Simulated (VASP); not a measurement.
# Ge: 7 runs along one coordinate

System: Ge (Cmcm, 2 atoms in the cell).
Method: Kohn-Sham DFT of a periodic cell, PBEsol, VASP PAW PBE potentials, recommended, no spin polarisation (VASP 6.6.1).

The 7 runs differ only in the geometry, by an even scaling of the cell at fixed fractional positions. The structure derives from a Materials Project entry.

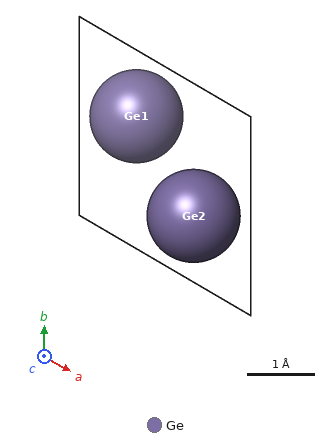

Figure 1. The structure of run 4 (spheres-only view of the cell of the calculation, along the c axis; atoms are numbered from 1 in the order of the input).

### INCAR of run 4
```
SYSTEM = Ge
PREC = Accurate
ENCUT = 520
EDIFF = 1E-7
ISMEAR = -1
SIGMA = 0.05
LREAL = .FALSE.
LASPH = .TRUE.
NELM = 100
ALGO = Normal
ISIF = 2
LWAVE = .FALSE.
LCHARG = .FALSE.
GGA = PS
NBANDS = 21
```

### KPOINTS of run 4
```
Automatic mesh
0
G
  10 10 6
  0 0 0
```

### POSCAR of run 4
```
Ge
1.0
    1.4880529250     -2.5946896100      0.0000000000
    1.4880529250      2.5946896100      0.0000000000
    0.0000000000      0.0000000000      4.7275957900
Ge
2
Direct
    0.3334466300      0.6665533700      0.2500000000
    0.6665533700      0.3334466300      0.7500000000
```

Command:
```bash
cat potpaw_PBE.64/Ge_d/POTCAR > POTCAR
mpirun -np 1 vasp_std > vasp.out
```

Lattice vectors (Å) and fractional positions of run 4:
```
   1.488053   -2.594690    0.000000
   1.488053    2.594690    0.000000
   0.000000    0.000000    4.727596
Ge  0.333447  0.666553  0.250000
Ge  0.666553  0.333447  0.750000
```

Run 3 differs from it as follows:
```diff
-    1.4880529250     -2.5946896100      0.0000000000
-    1.4880529250      2.5946896100      0.0000000000
-    0.0000000000      0.0000000000      4.7275957900
+    1.4780656917     -2.5772750611      0.0000000000
+    1.4780656917      2.5772750611      0.0000000000
+    0.0000000000      0.0000000000      4.6958660032
```

### Results, with one run withheld

| run | volume per atom (Å³) | free energy per atom, from the lowest run given (meV) | pressure (GPa) |
| --- | --- | --- | --- |
| 1 | 17.158 | 22.23 | 6.11 |
| 2 | 17.523 | 10.51 | 4.06 |
| 3 | 17.888 | ? | ? |
| 4 | 18.253 | 0.00 | 0.54 |
| 5 | 18.618 | 0.36 | −0.96 |
| 6 | 18.984 | 3.98 | −2.31 |
| 7 | 19.349 | 10.53 | −3.54 |

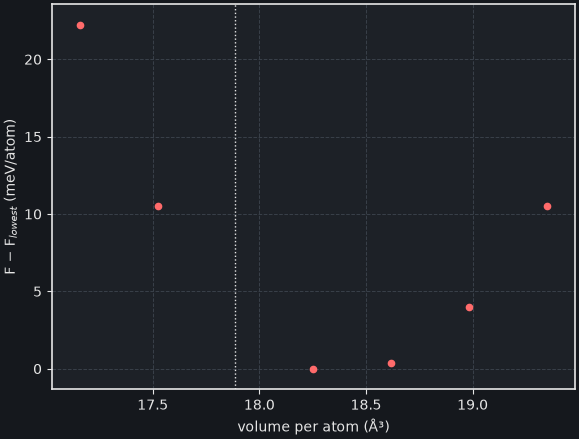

Figure 2. Free energy per atom of the runs given; the dotted line marks run 3.

Estimate the energy of run 3 from the others.

A cubic polynomial in V^(−2/3) (the Birch–Murnaghan form), fitted to the 6 runs given, misses them by under 0.01 meV per atom. With x = V^(−2/3) − 0.14407 Å⁻², it reads F = −0.11351 + 547.49 x + 4.8115e+05 x² + 4.6623e+05 x³ (meV per atom). At run 3 it gives 3.25 meV per atom, and the run itself gives 3.25. The slope of the fit gives a pressure −dF/dV of 2.28 GPa there, and the run prints 2.21 GPa. The two needn't agree exactly: the fit is approximate, and the printed stress is taken on a finite basis. The fit has its minimum at 18.396 Å³ per atom, where V d²F/dV² gives 76.6 GPa. Cell shape and fractional positions are held, so this is the stiffness under even scaling; the relaxed bulk modulus wasn't computed.

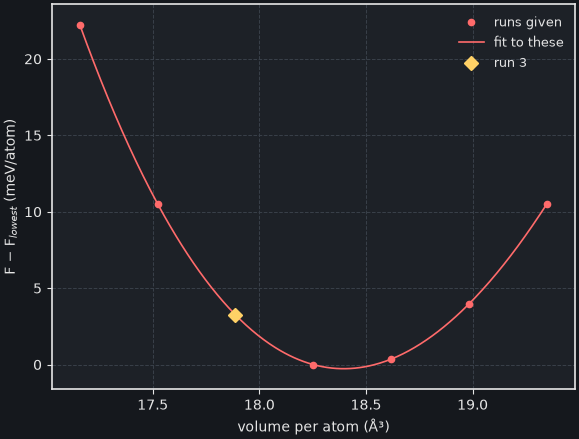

Figure 3. The fit and the withheld run.

### OSZICAR and lines of OUTCAR (run 3)
```
N       E                     dE             d eps       ncg     rms          rms(c)
DAV:   1     0.170291240780E+03    0.17029E+03   -0.14222E+04  6037   0.384E+03
DAV:   2     0.132751398016E+02   -0.15702E+03   -0.15223E+03  5253   0.578E+02
DAV:   3    -0.879566300406E+01   -0.22071E+02   -0.21875E+02  5778   0.130E+02
DAV:   4    -0.937363786494E+01   -0.57797E+00   -0.57751E+00  5964   0.243E+01
DAV:   5    -0.938195033293E+01   -0.83125E-02   -0.83122E-02  5821   0.315E+00    0.178E+00
DAV:   6    -0.934897429046E+01    0.32976E-01   -0.32421E-02  7172   0.306E+00    0.938E-01
DAV:   7    -0.933647794667E+01    0.12496E-01   -0.16625E-02  7140   0.177E+00    0.106E-01
DAV:   8    -0.933588108601E+01    0.59686E-03   -0.14186E-03  6165   0.696E-01    0.313E-02
DAV:   9    -0.933588781261E+01   -0.67266E-05   -0.29727E-05  5849   0.633E-02    0.965E-03
DAV:  10    -0.933588984807E+01   -0.20355E-05   -0.12088E-06  6268   0.884E-03    0.408E-04
DAV:  11    -0.933588968017E+01    0.16790E-06   -0.48819E-08  3709   0.414E-03    0.276E-04
DAV:  12    -0.933588963387E+01    0.46301E-07   -0.84872E-09  3324   0.102E-03
   1 F= -.93358896E+01 E0= -.93315569E+01  d E =-.866539E-02
[... from OUTCAR:]
  free energy    TOTEN  =        -9.33588963 eV
  energy without entropy =       -9.32722425  energy(sigma->0) =       -9.33155694
 E-fermi :   7.1198     XC(G=0): -11.7081     alpha+bet :-13.1815
  free  energy   TOTEN  =        -9.3358896339 eV
  energy  without entropy=       -9.3272242474  energy(sigma->0) =       -9.33155694
```
